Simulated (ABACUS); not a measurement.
**ZrSe2: density, localisation and related maps**

```cif
data_structure
_symmetry_space_group_name_H-M 'P 1'
_symmetry_Int_Tables_number 1
_cell_length_a 3.7980
_cell_length_b 3.7980
_cell_length_c 6.1920
_cell_angle_alpha 90.000
_cell_angle_beta 90.000
_cell_angle_gamma 120.000
_cell_volume 77.35
loop_
_atom_site_label
_atom_site_type_symbol
_atom_site_fract_x
_atom_site_fract_y
_atom_site_fract_z
_atom_site_occupancy
Zr1 Zr 0.00943 0.99966 0.99984 1
Se1 Se 0.66955 0.32722 0.74845 1
Se2 Se 0.33833 0.67539 0.25180 1
```

Space group P1; changed on purpose from its base cell (atoms moved at random by about 0.05 A).

All numbers below come from ABACUS 3.10.1, Kohn-Sham DFT of a periodic cell, PBE, PseudoDojo NC SR 0.4.1 PBE standard.

The density is the valence pseudo-density of a pseudopotential calculation; it isn't the true density close to the nuclei.

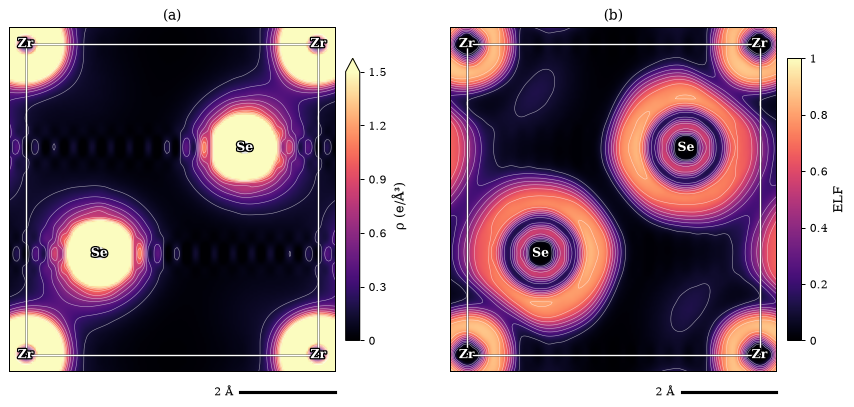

Figure 1. (a) valence charge density (pseudo); (b) ELF on the (110) plane of the conventional cell.

### What does the map show?

- Atoms in the plane: Zr and Se.
- Zr–Se (2.66 Å): ρ at the midpoint is about 0.42 e/Å³; the ELF is about 0.45 at the midpoint.
- Zr–Se (2.69 Å): ρ at the midpoint is about 0.39 e/Å³; the ELF is about 0.45 at the midpoint.
- The density dies away to nearly zero in the voids.
- The features right at Zr lie inside the core regions, where the map follows smoothed inner orbitals and isn't to be read closely.

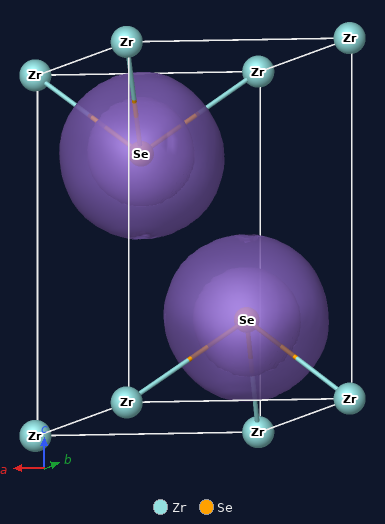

Figure 2. Isosurface of the ELF at 0.6 (purple), seen at an oblique angle. Only the valence region is drawn (cores and ρ < 0.01 e/Å³ removed). Sticks mark near contacts.

### Describe the localisation domains.

The surface consists of two regions wrapped around Se (the valence shell of each), counted in one cell of 3 atoms. Regions shared between cells count once.


 Zr–Se (2.70 Å): the ELF is about 0.45 at the midpoint.

### Does the calculation give a band gap?

It is gapped, with a Kohn–Sham gap of 0.35 eV on the k-point mesh, an upper bound to the gap of this method.
